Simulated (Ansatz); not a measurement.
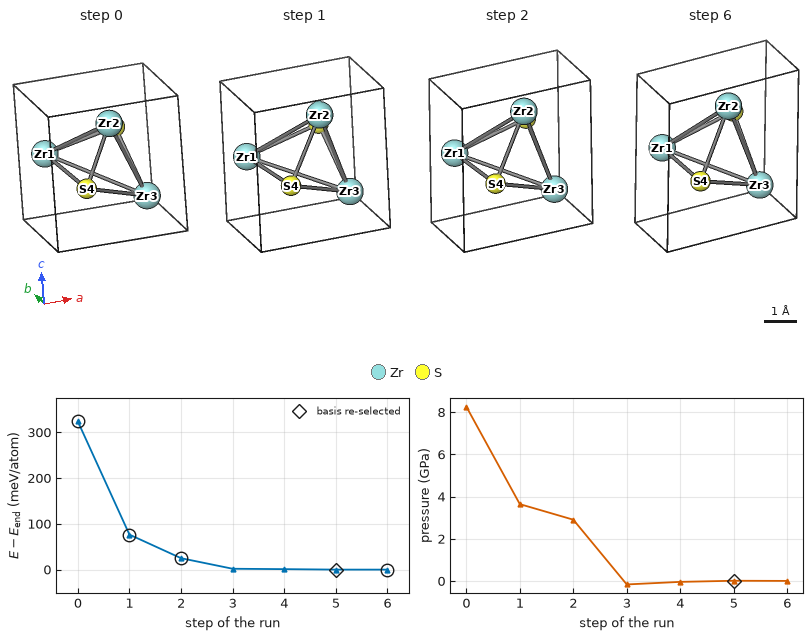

Frames of a relaxation of crystalline Zr₃S₂ (set up in P1), marked on the history of the run. The picture is a ball-and-stick view of the cell of the calculation, seen slightly off an axis.

Case: cell sheared at random, sigma 0.06, atoms nudged by 0.01 Å; relaxed back.

These are results of DFT PBEsol, scalar-relativistic, plane waves, PAW in Ansatz, not measurements.

The input:
```yaml
crystal:
  lattice:
    - [2.7834112168, 2.0643508177, 3.301938262]
    - [-3.0755950078, 1.7493337762, 3.6973082759]
    - [-0.4189046561, -3.0301594477, 3.1223433625]
  atoms:
    - { symbol: Zr, position: [0.1607362864, 0.8368042244, 0.5010444385] }
    - { symbol: Zr, position: [0.5019432759, 0.1646869859, 0.8340027433] }
    - { symbol: Zr, position: [0.8354591337, 0.5066390698, 0.1640161785] }
    - { symbol: S, position: [0.3354848227, 0.3333959907, 0.3364529436] }
    - { symbol: S, position: [0.6663764813, 0.6584737292, 0.6644836961] }
basis:
  ecutwfc: 420
kpoints:
  mp_grid: { grid: [12, 12, 12] }
hamiltonian:
  xc: pbesol
scf:
  occupations: { method: gaussian, width: 0.15 }
output:
  forces: true
  stress: true
  eigenvalues: true
relax:
  adjacent_minimum: "off"
  f_tol: 0.01
  max_steps: 80
  cell: { stress_tol: 0.1 }
```

Command:
```bash
ansatz run input.yaml --threads 2 --pin off --max-ram 5120MiB --backend cpu --events-out ev --progress --plain --runs-dir out
```

Describe the path.

Answer. The run was cut off at its time limit before the program reported convergence, but its last step already meets the force threshold: the largest component is 0.0036 eV/Å against 0.01 eV/Å. The pressure is within 0.01 GPa of its target. Zr3 moves most relative to the cell: 0.034 Å along [1 −3 −1]. By element the largest moves are Zr 0.034 Å, S 0.030 Å. The drawn cell changes as follows: a 4.787 → 4.768 Å (−0.4 %), b 5.118 → 4.769 Å (−6.8 %), c 4.371 → 4.769 Å (+9.1 %), α 70.3° → 73.8°, β 82.1° → 73.8°, γ 72.8° → 73.8°; the volume changes by +1.4 %. Among the contacts that change: Zr2–S4 2.217 → 2.578 Å, Zr3–S5 2.236 → 2.569 Å, Zr2–Zr3 3.527 → 3.282 Å, Zr2–S5 2.793 → 2.569 Å. Bond angles that change, for instance: Zr2–S4–Zr3 89.9° → 79.4°, Zr1–S5–Zr3 91.5° → 81.2°, Zr1–S5–Zr3 128.7° → 136.8°. The space group (tolerance 0.01 Å) goes from P1 (No. 1) to R32 (No. 155). The energy falls by 324 meV per atom in 5 accepted moves (6 points after the start). The largest force component goes from 2.9 to 0.0036 eV/Å. Pressure: 8.27 GPa at the start and 0.01 GPa at the end. At 1 point the geometry stayed and the basis and grid were re-selected for the new cell (energy shift of 1.0 meV per atom at most each time). From step 0 to 1: Zr2 moves most (0.19 Å), volume −0.9 %, energy −247 meV per atom. From step 1 to 2: Zr2 moves most (0.10 Å), volume +0.3 %, energy −51.5 meV per atom. From step 2 to 6: Zr2 moves most (0.10 Å), volume +2.1 %, energy −25.0 meV per atom.
